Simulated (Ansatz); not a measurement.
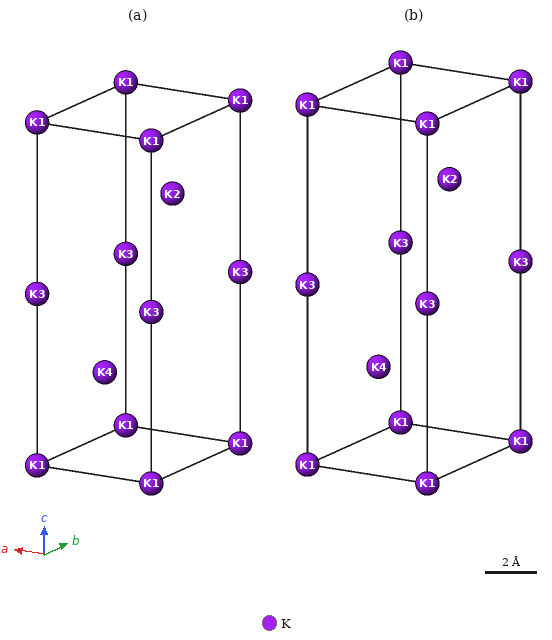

Left: a symmetric starting cell of K. Right: the same structure after one change, at the same scale. The picture is a ball-and-stick view of the cell of the calculation, seen from a free direction.

Method: Ansatz 0.2.0, DFT PBE, scalar-relativistic, plane waves, PAW. Settings: plane-wave cutoff 420 eV; k-point mesh 12 × 12 × 4; occupations gaussian; smearing width 0.1 eV; no spin polarisation.

What distinguishes the right structure from the left one?

Answer. All lengths are scaled by +4.9 % (volume +15.5 %), the atoms keeping their fractional coordinates. No relaxation follows. The starting cell wasn't computed here and needn't be at equilibrium, so pressure and forces aren't due to the change alone.

What does the change do?

Answer. The space group stays P6_3/mmc (No. 194). The pressure is −0.5 GPa (not all of it need come from the change, since the unchanged cell can be under pressure at this level too). All forces vanish by symmetry.
